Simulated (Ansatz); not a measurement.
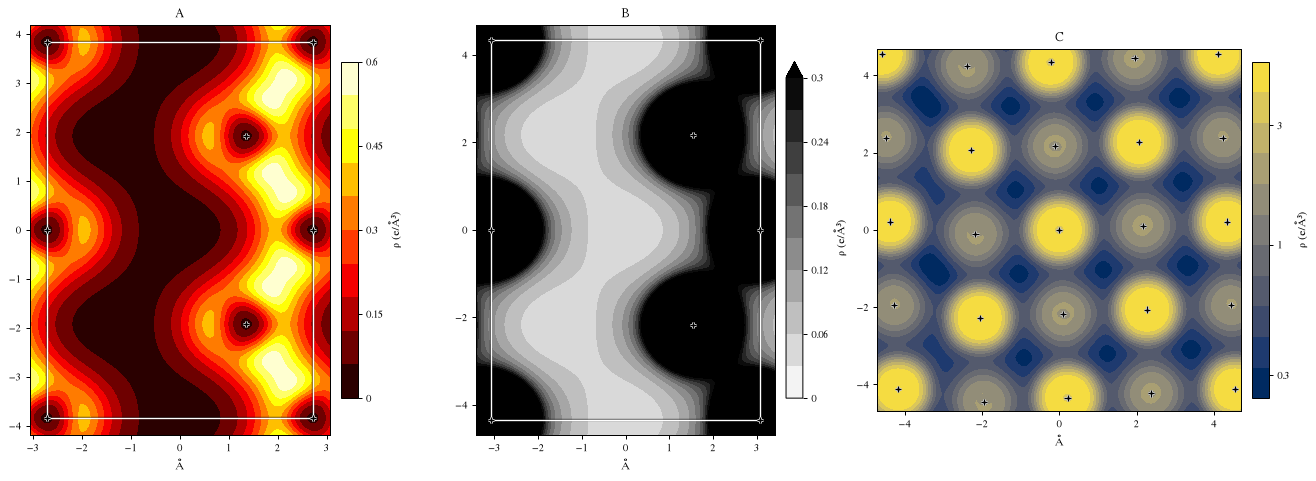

The valence charge density (pseudo) of 3 systems, each on a plane through atoms (crosses mark nuclei in the plane).

These are results of DFT PBEsol, scalar-relativistic, plane waves, PAW in Ansatz 0.2.0, not measurements.

System 1: Zr, the (101) plane of the conventional cell. Space group Fd-3m.

```cif
data_structure
_symmetry_space_group_name_H-M 'P 1'
_symmetry_Int_Tables_number 1
_cell_length_a 6.1392
_cell_length_b 6.1392
_cell_length_c 6.1392
_cell_angle_alpha 90.000
_cell_angle_beta 90.000
_cell_angle_gamma 90.000
_cell_volume 231.39
loop_
_atom_site_label
_atom_site_type_symbol
_atom_site_fract_x
_atom_site_fract_y
_atom_site_fract_z
_atom_site_occupancy
Zr1 Zr 0.00000 0.00000 0.00000 1
Zr2 Zr 0.50000 0.50000 0.00000 1
Zr3 Zr 0.50000 0.00000 0.50000 1
Zr4 Zr 0.00000 0.50000 0.50000 1
Zr5 Zr 0.25000 0.25000 0.25000 1
Zr6 Zr 0.75000 0.75000 0.25000 1
Zr7 Zr 0.75000 0.25000 0.75000 1
Zr8 Zr 0.25000 0.75000 0.75000 1
```

System 2: WC, the (110) plane of the conventional cell. Space group P2₁/m; a structure from a database of computed crystals, not necessarily the ambient phase; not relaxed (largest force 0.7 eV/Å).

```yaml
crystal:
  lattice:
    - [2.17269, 2.17269, 0.00000]
    - [-2.17269, 2.17269, 0.00000]
    - [-0.43454, -0.43454, 8.69074]
  atoms:
    - { symbol: W, position: [0.17500, 0.25000, 0.12500] }
    - { symbol: W, position: [0.72500, 0.75000, 0.37500] }
    - { symbol: W, position: [0.27500, 0.25000, 0.62500] }
    - { symbol: W, position: [0.82500, 0.75000, 0.87500] }
    - { symbol: C, position: [0.67500, 0.75000, 0.12500] }
    - { symbol: C, position: [0.22500, 0.25000, 0.37500] }
    - { symbol: C, position: [0.77500, 0.75000, 0.62500] }
    - { symbol: C, position: [0.32500, 0.25000, 0.87500] }
```

System 3: Si, the (011) plane of the conventional cell. Space group Fd-3m.

```xyz
8
Lattice="5.4331 0.0000 0.0000 0.0000 5.4331 0.0000 0.0000 0.0000 5.4331" Properties=species:S:1:pos:R:3 pbc="T T T"
Si    0.0000    0.0000    0.0000
Si    2.7166    2.7166    0.0000
Si    2.7166    0.0000    2.7166
Si    0.0000    2.7166    2.7166
Si    1.3583    1.3583    1.3583
Si    4.0748    4.0748    1.3583
Si    4.0748    1.3583    4.0748
Si    1.3583    4.0748    4.0748
```

Question: Match each panel to its system.

Answer: Panel A is system 3, Si: the plane holds Si. Si–Si (2.35 Å): ρ is about 0.56 e/Å³ halfway. Panel B is system 1, Zr: the plane holds Zr. Zr–Zr (2.66 Å): ρ at the midpoint is about 0.34 e/Å³. Panel C is system 2, WC: the plane holds W and C. W–C (2.17 Å): ρ is about 0.67 e/Å³ halfway.
